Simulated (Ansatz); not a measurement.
## Cd32Se32: geometry relaxation (part 2 of 2)

Continued. System: Cd32Se32 (64 atoms in the cell). Method: DFT, PBEsol, PAW, plane waves (Ansatz 0.2.0); cutoff 420 eV, 1×1×1 k-mesh, Fermi–Dirac smearing of 0.01 eV. The structure was built on a prototype by a generator.

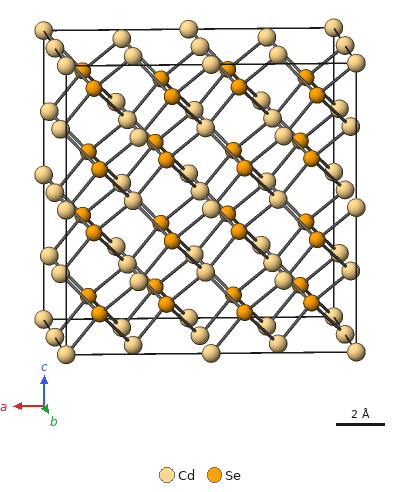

The input geometry (ball-and-stick view of the cell of the calculation, seen at an oblique angle).

```
SCF converged after 4 iterations
Free energy (F): -435499.681041 eV
Harris-Foulkes:  -435499.681041 eV  (|F-HF|=2.91e-10)
Internal energy: -435499.681041 eV  (E = F + TS)
E sigma→0 (E₀):  -435499.681041 eV
Fermi energy:    8.196342 eV
--- Per-component energies (eV) ---
  E_band       = -28668.792626
  E_kinetic    = 19956.339429
  E_local      = -204484.940213  (includes V_loc(G=0)·N_el)
  E_nonlocal   = -17793.531011
  E_hartree    = 97078.976804
  E_xc         = -8912.385943
  E_vxc        = -10200.736825  (∫ρ·V_xc dr)
  E_paw        = -188219.998926  (= ΣΔE_a)
  E_vpaw       = -10303.858384  (= ΣTr[D̂ρ^β])
  E_aug_tail   = -0.018964  (compensation charges beyond the density's cutoff)
  E_ewald      = -133167.335342
  E_core_change = 43.213124  (= ΣΔE_core)
  E_smearing   = -0.000000  (= −TS)
  E_closure    = 0.000000  (closes the sum)
  Σ components = -435499.681041   (vs F -435499.681041, Δ=0.00e0)
--- Forces (eV/Å), atoms counted from 1 ---
  atom   1  Cd     0.00000000    -0.00000000     0.00000000
  atom   2  Cd     0.00000000    -0.00000000     0.00000000
  atom   3  Cd     0.00000000     0.00000000     0.00000000
  atom   4  Cd     0.00000000    -0.00000000     0.00000000
  atom   5  Cd     0.00000000     0.00000000     0.00000000
  atom   6  Cd     0.00000000     0.00000000     0.00000000
  atom   7  Cd     0.00000000    -0.00000000     0.00000000
  atom   8  Cd     0.00000000    -0.00000000     0.00000000
  atom   9  Cd    -0.00000000     0.00000000     0.00000000
  atom  10  Cd    -0.00000000    -0.00000000     0.00000000
  atom  11  Cd    -0.00000000    -0.00000000     0.00000000
  atom  12  Cd    -0.00000000    -0.00000000     0.00000000
  atom  13  Cd     0.00000000     0.00000000     0.00000000
  atom  14  Cd     0.00000000     0.00000000     0.00000000
  atom  15  Cd     0.00000000     0.00000000     0.00000000
  atom  16  Cd     0.00000000     0.00000000     0.00000000
  atom  17  Cd    -0.00000000     0.00000000     0.00000000
  atom  18  Cd    -0.00000000    -0.00000000     0.00000000
  atom  19  Cd     0.00000000    -0.00000000     0.00000000
  atom  20  Cd     0.00000000    -0.00000000     0.00000000
  atom  21  Cd     0.00000000     0.00000000     0.00000000
  atom  22  Cd     0.00000000     0.00000000     0.00000000
  atom  23  Cd     0.00000000     0.00000000     0.00000000
  atom  24  Cd     0.00000000     0.00000000     0.00000000
  atom  25  Cd     0.00000000     0.00000000     0.00000000
  atom  26  Cd     0.00000000     0.00000000     0.00000000
  atom  27  Cd     0.00000000    -0.00000000     0.00000000
  atom  28  Cd     0.00000000    -0.00000000     0.00000000
  atom  29  Cd     0.00000000     0.00000000     0.00000000
  atom  30  Cd     0.00000000     0.00000000     0.00000000
  atom  31  Cd     0.00000000    -0.00000000     0.00000000
  atom  32  Cd     0.00000000     0.00000000     0.00000000
  atom  33  Se     0.00000000    -0.00000000     0.00000000
  atom  34  Se     0.00000000    -0.00000000     0.00000000
  atom  35  Se     0.00000000    -0.00000000    -0.00000000
  atom  36  Se     0.00000000    -0.00000000     0.00000000
  atom  37  Se     0.00000000     0.00000000    -0.00000000
  atom  38  Se     0.00000000     0.00000000    -0.00000000
  atom  39  Se     0.00000000     0.00000000    -0.00000000
  atom  40  Se     0.00000000     0.00000000     0.00000000
  atom  41  Se     0.00000000    -0.00000000    -0.00000000
  atom  42  Se     0.00000000    -0.00000000    -0.00000000
  atom  43  Se     0.00000000    -0.00000000     0.00000000
  atom  44  Se     0.00000000    -0.00000000    -0.00000000
  atom  45  Se     0.00000000     0.00000000    -0.00000000
  atom  46  Se     0.00000000    -0.00000000    -0.00000000
  atom  47  Se     0.00000000     0.00000000    -0.00000000
  atom  48  Se     0.00000000     0.00000000    -0.00000000
  atom  49  Se     0.00000000    -0.00000000    -0.00000000
  atom  50  Se    -0.00000000     0.00000000     0.00000000
  atom  51  Se     0.00000000    -0.00000000    -0.00000000
  atom  52  Se     0.00000000    -0.00000000    -0.00000000
  atom  53  Se     0.00000000    -0.00000000    -0.00000000
  atom  54  Se    -0.00000000     0.00000000    -0.00000000
  atom  55  Se     0.00000000     0.00000000    -0.00000000
  atom  56  Se     0.00000000    -0.00000000    -0.00000000
  atom  57  Se     0.00000000     0.00000000     0.00000000
  atom  58  Se     0.00000000    -0.00000000    -0.00000000
  atom  59  Se     0.00000000    -0.00000000    -0.00000000
  atom  60  Se     0.00000000     0.00000000    -0.00000000
  atom  61  Se     0.00000000     0.00000000     0.00000000
  atom  62  Se     0.00000000     0.00000000    -0.00000000
  atom  63  Se     0.00000000     0.00000000     0.00000000
  atom  64  Se     0.00000000     0.00000000     0.00000000
  max |Σ_I F_I| component: 2.64e-25 eV/Å
--- Stress (GPa, compression-positive) ---
       -0.001717       0.000000      -0.000000
        0.000000      -0.001717      -0.000000
       -0.000000      -0.000000      -0.001717
  P = ⅓ Tr σ = -0.0017 GPa (-0.017 kbar)
--- Band table (eV) ---
  k-point 0: bands = ["-94.2140", "-94.2140", "-94.2140", "-94.2140", "-94.2140", "-94.2140", "-94.2140", "-94.2140", "-94.2140", "-94.2140", ... 482 levels left out ..., "3.3241", "3.3241", "3.3241", "3.3241", "3.3241", "3.3241", "3.3241", "3.3241", "3.3241", "3.3241", "3.3241", "3.3241", "4.6016", "4.6016", "4.6016", "4.6016", "4.6016", "4.6016", "4.6016", "4.6016", "5.2822", "5.2822", "5.2822", "5.2822", "5.2822", "5.2822", "5.2822", "5.2822", "5.2822",
      "5.2822", "5.2822", "5.2822", "5.2822", "5.2822", "5.2822", "5.2822", "5.2822", "5.2822", "5.2822", "5.2822", "5.2822", "5.2822", "5.2822", "5.2822", "5.9548", "5.9548", "5.9548", "5.9548", "5.9548", "5.9548", "5.9548", "5.9548", "5.9548", "5.9548", "5.9548", "5.9548", "5.9548", "5.9548", "5.9548", "5.9548", "5.9548", "5.9548", "5.9548", "5.9548", "5.9548", "5.9548", "5.9548", "5.9548", "6.9004",
      "6.9004", "6.9004", "6.9004", "6.9004", "6.9004", "6.9004", "6.9004", "6.9004", "6.9004", "6.9004", "6.9004", "6.9004", "6.9004", "6.9004", "6.9004", "9.4854", "9.4854", "9.4854", "9.4854", "9.4854", "9.4854", "9.4854", "9.4854", "10.8984", "10.8984", "10.8984", "10.8984", "10.8984", "10.8984", "10.8984", "10.8984", "10.8984", "10.8984", "10.8984", "10.8984", "10.8984", "10.8984", "10.8984", "10.8984", "10.8984",
      "10.8984", "10.8984", "10.8984", "10.8984", "10.8984", "10.8984", "10.8984", "12.3561", "12.3561", "12.3561", "12.3561", "12.3561", "12.3561", "12.3561", "12.3561", "12.3561", "12.3561", "12.3561", "12.3561", "12.3561", "12.3561", "12.3561", "12.3561", "12.3561", "12.3561", "12.3561", "12.3561", "12.3561", "12.3561", "12.3561", "12.3561", "13.1369", "13.1369", "13.1369", "13.1369", "13.1369", "13.1369", "13.1369", "13.1369", "13.6726",
      "13.6726", "13.6726", "13.6726", "13.6726", "13.6726", "13.6726", "13.6726", "13.6726", "13.6726", "13.6726", "13.6726", "13.6726", "13.6726", "13.6726", "13.6726", "14.2844", "14.2844", "14.2844", "14.2844", "14.2844", "14.2844", "14.2844", "14.2844", "14.2844", "14.2844", "14.2844", "14.2844", "14.2844", "14.2844", "14.2844", "14.2844", "14.2844", "14.2844", "14.2844", "14.2844", "14.2844", "14.2844", "14.2844", "14.2844", "15.1424",
      "15.1424", "15.1424", "15.1424", "15.1424", "15.1424", "15.1424", "15.1424", "15.1424", "15.1424", "15.1424", "15.1424"]
--- Relaxed structure (3 steps of the walk, 3 accepted, 1 SCFs on fresh bases) ---
  F+E_penalty+E_count = -435499.68104066 eV   max|allowed force component| = 1.931e-26 eV/Å   (the final SCF, on the basis selected at the relaxed cell)
  cell:  # Å, volume = 1808.3248 Å³
    - [12.18312815315773, -8.845981863091528e-98, 2.2477981792578747e-98]
    - [-8.845981863091528e-98, 12.18312815315773, -7.00704062269108e-98]
    - [2.2477981792578747e-98, -7.00704062269108e-98, 12.18312815315773]
  atoms:
    - { symbol: Cd, position: [3.17138610480361e-36, 8.056872894857053e-36, -4.933660651491036e-36] }
    - { symbol: Cd, position: [1.5874974061302314e-35, -1.1821001451943726e-36, 0.5] }
    - { symbol: Cd, position: [3.961171098889899e-35, 0.5, 1.321432232332286e-35] }
    - { symbol: Cd, position: [1.7194827458450224e-35, 0.5, 0.5] }
    - { symbol: Cd, position: [0.5, -1.2318362185051033e-35, 3.4575276501130812e-37] }
    - { symbol: Cd, position: [0.5, -2.171990063373734e-36, 0.5] }
    - { symbol: Cd, position: [0.5, 0.5, 2.985459190544369e-36] }
    - { symbol: Cd, position: [0.5, 0.5, 0.5] }
    - { symbol: Cd, position: [0.25, 0.25, -2.953880637511585e-36] }
    - { symbol: Cd, position: [0.25, 0.25, 0.5] }
    - { symbol: Cd, position: [0.25, 0.75, 1.578909981757255e-38] }
    - { symbol: Cd, position: [0.25, 0.75, 0.5] }
    - { symbol: Cd, position: [0.75, 0.25, -8.233293808786696e-36] }
    - { symbol: Cd, position: [0.75, 0.25, 0.5] }
    - { symbol: Cd, position: [0.75, 0.75, -3.613807270322848e-36] }
    - { symbol: Cd, position: [0.75, 0.75, 0.5] }
    - { symbol: Cd, position: [0.25, -6.915212776769221e-36, 0.25] }
    - { symbol: Cd, position: [0.25, 1.003906853842205e-36, 0.75] }
    - { symbol: Cd, position: [0.25, 0.5, 0.25] }
    - { symbol: Cd, position: [0.25, 0.5, 0.75] }
    - { symbol: Cd, position: [0.75, -2.5019531563705974e-36, 0.25] }
    - { symbol: Cd, position: [0.75, 8.386836440202895e-36, 0.75] }
    - { symbol: Cd, position: [0.75, 0.5, 0.25] }
    - { symbol: Cd, position: [0.75, 0.5, 0.75] }
    - { symbol: Cd, position: [-2.429806091624607e-35, 0.25, 0.25] }
    - { symbol: Cd, position: [1.265783172580963e-35, 0.25, 0.75] }
    - { symbol: Cd, position: [4.623160007040151e-35, 0.75, 0.25] }
    - { symbol: Cd, position: [2.7423690320802695e-35, 0.75, 0.75] }
    - { symbol: Cd, position: [0.5, 0.25, 0.25] }
    - { symbol: Cd, position: [0.5, 0.25, 0.75] }
    - { symbol: Cd, position: [0.5, 0.75, 0.25] }
    - { symbol: Cd, position: [0.5, 0.75, 0.75] }
    - { symbol: Se, position: [0.125, 0.125, 0.125] }
    - { symbol: Se, position: [0.125, 0.125, 0.625] }
    - { symbol: Se, position: [0.125, 0.625, 0.125] }
    - { symbol: Se, position: [0.125, 0.625, 0.625] }
    - { symbol: Se, position: [0.625, 0.125, 0.125] }
    - { symbol: Se, position: [0.625, 0.125, 0.625] }
    - { symbol: Se, position: [0.625, 0.625, 0.125] }
    - { symbol: Se, position: [0.625, 0.625, 0.625] }
    - { symbol: Se, position: [0.375, 0.375, 0.125] }
    - { symbol: Se, position: [0.375, 0.375, 0.625] }
    - { symbol: Se, position: [0.375, 0.8749999999999999, 0.125] }
    - { symbol: Se, position: [0.375, 0.8749999999999999, 0.625] }
    - { symbol: Se, position: [0.8749999999999999, 0.375, 0.125] }
    - { symbol: Se, position: [0.8749999999999999, 0.375, 0.625] }
    - { symbol: Se, position: [0.8749999999999999, 0.8749999999999999, 0.125] }
    - { symbol: Se, position: [0.8749999999999999, 0.8749999999999999, 0.625] }
    - { symbol: Se, position: [0.375, 0.125, 0.375] }
    - { symbol: Se, position: [0.375, 0.125, 0.8749999999999999] }
    - { symbol: Se, position: [0.375, 0.625, 0.375] }
    - { symbol: Se, position: [0.375, 0.625, 0.8749999999999999] }
    - { symbol: Se, position: [0.8749999999999999, 0.125, 0.375] }
    - { symbol: Se, position: [0.8749999999999999, 0.125, 0.8749999999999999] }
    - { symbol: Se, position: [0.8749999999999999, 0.625, 0.375] }
    - { symbol: Se, position: [0.8749999999999999, 0.625, 0.8749999999999999] }
    - { symbol: Se, position: [0.125, 0.375, 0.375] }
    - { symbol: Se, position: [0.125, 0.375, 0.8749999999999999] }
    - { symbol: Se, position: [0.125, 0.8749999999999999, 0.375] }
    - { symbol: Se, position: [0.125, 0.8749999999999999, 0.8749999999999999] }
    - { symbol: Se, position: [0.625, 0.375, 0.375] }
    - { symbol: Se, position: [0.625, 0.375, 0.8749999999999999] }
    - { symbol: Se, position: [0.625, 0.8749999999999999, 0.375] }
    - { symbol: Se, position: [0.625, 0.8749999999999999, 0.8749999999999999] }
--- Löwdin populations: 64 sites ---
  site symbol       q [e]
     0     Cd     18.7758
     1     Cd     18.7758
     2     Cd     18.7758
     3     Cd     18.7758
     4     Cd     18.7758
     5     Cd     18.7758
     6     Cd     18.7758
     7     Cd     18.7758
     8     Cd     18.7758
     9     Cd     18.7758
    10     Cd     18.7758
    11     Cd     18.7758
    12     Cd     18.7758
    13     Cd     18.7758
    14     Cd     18.7758
    15     Cd     18.7758
    16     Cd     18.7758
    17     Cd     18.7758
    18     Cd     18.7758
    19     Cd     18.7758
    20     Cd     18.7758
    21     Cd     18.7758
    22     Cd     18.7758
    23     Cd     18.7758
    24     Cd     18.7758
    25     Cd     18.7758
    26     Cd     18.7758
    27     Cd     18.7758
    28     Cd     18.7758
    29     Cd     18.7758
    30     Cd     18.7758
    31     Cd     18.7758
    32     Se     17.0296
    33     Se     17.0296
    34     Se     17.0296
    35     Se     17.0296
    36     Se     17.0296
    37     Se     17.0296
    38     Se     17.0296
    39     Se     17.0296
    40     Se     17.0296
    41     Se     17.0296
    42     Se     17.0296
    43     Se     17.0296
    44     Se     17.0296
    45     Se     17.0296
    46     Se     17.0296
    47     Se     17.0296
    48     Se     17.0296
    49     Se     17.0296
    50     Se     17.0296
    51     Se     17.0296
    52     Se     17.0296
    53     Se     17.0296
    54     Se     17.0296
    55     Se     17.0296
    56     Se     17.0296
    57     Se     17.0296
    58     Se     17.0296
    59     Se     17.0296
    60     Se     17.0296
    61     Se     17.0296
    62     Se     17.0296
    63     Se     17.0296
  spilling = 0.005404 (of n_electrons = 1152.000000)
```
